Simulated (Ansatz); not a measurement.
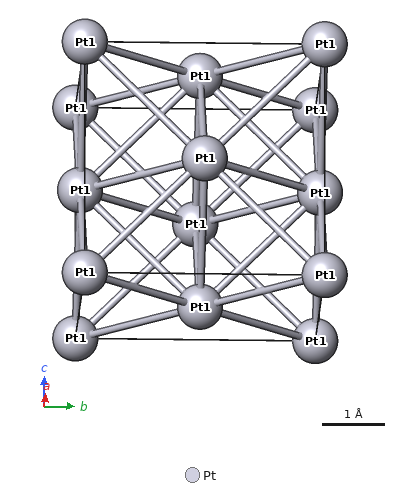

Figure 1. The structure (ball-and-stick view of the cell 4 times as large as that of the calculation, set on its symmetry axes, seen at an oblique angle; atoms are numbered from 1 in the order of the input). An atom can appear more than once, as a periodic image. Near neighbours in the periodic cell (some may lie outside the picture): Pt has 12 Pt at 2.77 Å.

# Single-point calculation of Pt

System: Pt (1 atom in the cell).
Method: DFT r2SCAN, scalar-relativistic, plane waves, PAW, no spin polarisation (Ansatz 0.2.0).

The structure derives from an entry of the Crystallography Open Database. Figures and captions count atoms from 1; the log counts them from 0 in places.

Log
```
Engine: ansatz 0.2.0, x86_64-unknown-linux-gnu
Pseudopotentials: kind: paw
Pseudopotential: Pt, paw, valence charge 18, recommended cutoff 500 eV (meta_gga), Pt.paw.azcp
Functional definition: r2SCAN
  parameter k0 = 0.174
  parameter k1 = 0.065
  parameter a1 = 4.9479
  exchange = r2scan_x(k0 = k0, k1 = k1, a1 = a1)
  correlation = r2scan_c
Crystal: 1 atoms, lattice volume = 15.011 Å³
Basis set: ecut = 500 eV, 339 PW (Γ), exchange–correlation on 96×96×96 points (64 copies of the dense FFT grid, shifted against one another)
Bands: 13, of which v1, the nominal top of the filled ones, is band 9 counted from 1 (8 counted from 0)
Symmetry: 48 space group operations
Space group: Fm-3m (ITA 225), of the structure as read, at distance tolerance 2.5e-5 Å
k-points: 413 of 13824
Non-local potential: Pt, projectors of the file, l = 0: 3, l = 1: 2, l = 2: 2, l = 3: 1
PAW form: soft (Blöchl's): semilocal exchange-correlation on the pseudo side does not see the compensation charge
PAW frozen core: Pt, regenerated for the run's functional (the file was generated under x = pbe(κ = 0.804, μ = 0.2195149727645171), c = pbe(β = 0.06672455060314922))
PAW one-centre angular grid: Pt, 590 points (default); XC on 160 Gauss nodes
Initial density: superposition of atomic densities (neutral atoms: chi_scale 0, normalization atom), corrected by the library's trained network
Initial wavefunctions: pseudopotential atomic-orbital guess
Functional: x = r2scan, c = r2scan; τ floored in thin density (d = 2e-4 eV/Å³)
SCF iter   1: F=—  HF=-12536.787569 eV  |F-HF|=—  |Δ(HF+E_count)|=         —  Δρ=1.35e-2  dr2=2.07e-2  dr2_τ=1.19e-2  ethr=1.77e-3  ⟨swp⟩=5.0  Hψ=29315  notcnv=0
preconditioner: auto → none  [metal: Δε(μ)=0.003 eV  Ē_g=14.992 eV  σ=0.150 eV  W_gap=0.01  n_scr=8 (ndim 8)  ℏωp=30.3 eV  f_vac=0.000  D(μ)=1.88/eV (n_scr^D=26)  sad-step TF]
SCF iter   2: F=—  HF=-12536.792417 eV  |F-HF|=—  |Δ(HF+E_count)|=   4.85e-3  Δρ=6.58e-3  dr2=4.14e-3  dr2_τ=6.19e-4  ethr=1.15e-4  ⟨swp⟩=1.1  Hψ=8905  notcnv=0
SCF iter   3: F=—  HF=-12536.792755 eV  |F-HF|=—  |Δ(HF+E_count)|=   3.38e-4  Δρ=1.11e-3  dr2=1.09e-4  dr2_τ=7.85e-6  ethr=2.30e-5  ⟨swp⟩=2.1  Hψ=7114  notcnv=0
SCF iter   4: F=—  HF=-12536.792803 eV  |F-HF|=—  |Δ(HF+E_count)|=   4.81e-5  Δρ=1.94e-4  dr2=4.47e-6  dr2_τ=5.36e-7  ethr=6.07e-7  ⟨swp⟩=2.0  Hψ=7354  notcnv=0
SCF iter   5: F=—  HF=-12536.792807 eV  |F-HF|=—  |Δ(HF+E_count)|=   4.01e-6  Δρ=3.51e-5  dr2=8.04e-8  dr2_τ=1.19e-8  ethr=2.48e-8  ⟨swp⟩=2.7  Hψ=9176  notcnv=0
SCF iter   6: F=-12536.792808 eV  HF=-12536.792808 eV  |F-HF|=1.18e-8  |Δ(HF+E_count)|=   9.03e-8  Δρ=1.76e-5  dr2=2.24e-8  dr2_τ=2.02e-9  ethr=4.47e-10  ⟨swp⟩=5.8  Hψ=29534  notcnv=0
SCF 1 converged in 6 iterations: F = -12536.792808 eV  dr2 = 2.24e-8
  greatest PAW one-centre occupation: 1.000 electrons in one spin orbital (limit 2), on the Pt atom at site 0 (counted from 0), in its partial waves of l = 0
SCF converged after 6 iterations
Free energy (F): -12536.792808 eV
Harris-Foulkes:  -12536.792808 eV  (|F-HF|=1.18e-8)
Internal energy: -12536.772084 eV  (E = F + TS)
E sigma→0 (E₀):  -12536.782446 eV
Entropy (-TS):   -0.020723 eV (-20.723 meV/atom)
Fermi energy:    23.267385 eV
--- Per-component energies (eV) ---
  E_band       = -144.918363
  E_kinetic    = 638.616797
  E_local      = -1459.536203  (includes V_loc(G=0)·N_el)
  E_nonlocal   = 202.019880
  E_hartree    = 544.106551
  E_xc         = -250.495563
  E_vxc        = -338.081547  (∫ρ·V_xc dr)
  E_paw        = -9479.932184  (= ΣΔE_a)
  E_vpaw       = -297.741055  (= ΣTr[D̂ρ^β])
  E_aug_tail   = 0.000150  (compensation charges beyond the density's cutoff)
  E_vtau       = 21.585690  (kinetic-family band-sum trace: ∫τ·v_τ [+ j·A + Jᵃ·Aᵃ] dr)
  E_ewald      = -2731.320018
  E_core_change = -0.231494  (= ΣΔE_core)
  E_smearing   = -0.020723  (= −TS)
  E_closure    = 0.000000  (closes the sum)
  Σ components = -12536.792808   (vs F -12536.792808, Δ=0.00e0)
--- Forces (eV/Å), atoms counted from 1 ---
  atom   1  Pt    -0.00000000     0.00000000     0.00000000
  max |Σ_I F_I| component: 9.76e-33 eV/Å
--- Stress (GPa, compression-positive) ---
        5.386563       0.000000       0.000000
        0.000000       5.386563       0.000000
        0.000000      -0.000000       5.386563
  P = ⅓ Tr σ = 5.3866 GPa (53.866 kbar)
--- Band table (eV; the first three rows and the last of 413) ---
  k-point 0: bands = ["-77.2997", "-30.6696", "-30.6696", "-30.6696", "12.7485", "19.3244", "19.3244", "19.3244", "21.5073", "21.5073", "38.6098", "43.7998", "43.7998"]
  k-point 1: bands = ["-77.2990", "-30.6788", "-30.6710", "-30.6710", "12.8224", "19.2911", "19.3542", "19.3542", "21.4905", "21.4905", "38.7239", "43.4106", "43.9108"]
  k-point 2: bands = ["-77.2971", "-30.7054", "-30.6748", "-30.6748", "13.0405", "19.1995", "19.4375", "19.4375", "21.4482", "21.4482", "39.0491", "42.4842", "44.2382"]
  k-point 412: bands = ["-77.2480", "-31.0150", "-31.0150", "-30.8693", "17.3948", "18.5364", "18.5364", "21.1463", "23.8110", "30.8747", "32.0240", "32.0240", "36.0222"]
```

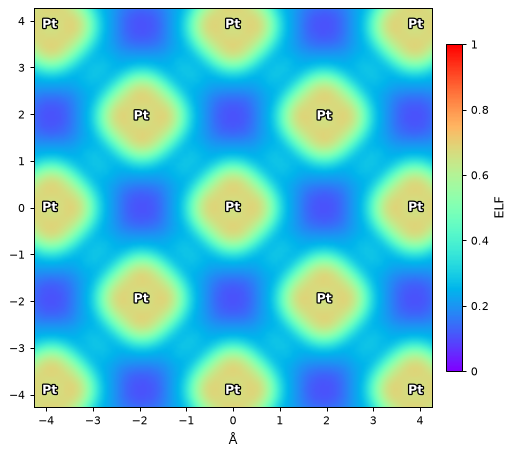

Figure 2. Electron localisation function on the (010) plane of the conventional cell. Atoms in the plane: Pt. Pt–Pt (2.77 Å): the ELF is about 0.30 at the midpoint (no localised pair between them). The strong features right at Pt lie inside the PAW spheres (semicore, d or f shells) and say nothing about bonding. In a PAW calculation such maps are meaningful between the atoms, not at the nuclei.

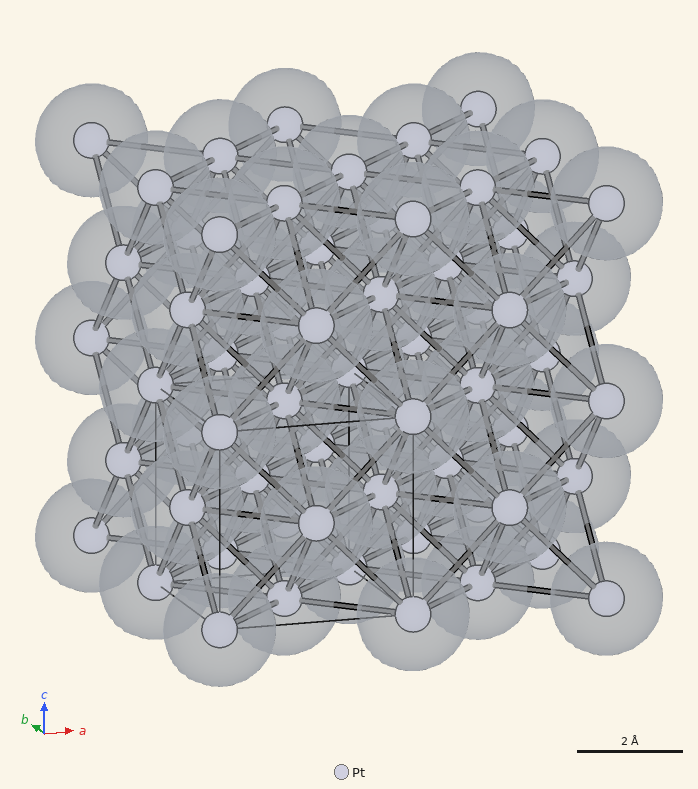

Figure 3. Isosurface of the valence electron density at 0.6 e/Å³ (grey), seen slightly off an axis. Sticks mark near contacts. The outline is the cell set on symmetry axes. At this value the density breaks into separate islands; it holds about 80 % of the electrons treated as valence (semicore included). It is pinched off along the Pt–Pt (2.77 Å) contacts. On the grid the lowest density along these lines, outside the cores, is 0.37 e/Å³ (Pt–Pt, 2.77 Å).

This output came from the following input.

Input file
```yaml
crystal:
  lattice:
    - [0.0, 1.9579, 1.9579]
    - [1.9579, 0.0, 1.9579]
    - [1.9579, 1.9579, 0.0]
  atoms:
    - { symbol: Pt, position: [0.0, 0.0, 0.0] }
basis:
  ecutwfc: 500
kpoints:
  mp_grid: { grid: [24, 24, 24] }
hamiltonian:
  xc: r2scan
scf:
  occupations: { method: gaussian, width: 0.15 }
output:
  forces: true
  stress: true
  eigenvalues: true
  write_density: true
  write_potential: true
  elf: true
  volumetric_format: npy
```

Launch command:
```bash
ansatz run input.yaml --threads 1 --pin off --max-ram 2560MiB --backend cpu --events-out ev --progress --plain --runs-dir out
```

Results in brief

| quantity | value |
| --- | --- |
| outcome | converged |
| space group (tolerance 0.01 Å) | Fm-3m (225) |
| electrons treated | 18 |
| free energy | −12536.7928 eV |
| Fermi energy | 23.267 eV |
| gap on the k-point mesh | none (metallic) |
| pressure | 5.39 GPa |
| largest force (length of the vector) | under 0.001 eV/Å |
| hardware | 1 thread of Intel Xeon @ 2.50GHz (Skylake/Cascade Lake), 189 GiB of memory available, shared host |
| wall time | 23 s |
| peak memory | 0.45 GiB |

Remarks

Spin–orbit coupling is left out, which matters for Pt. The cell is under a pressure of 5.4 GPa at this level, so it is not at its equilibrium volume.
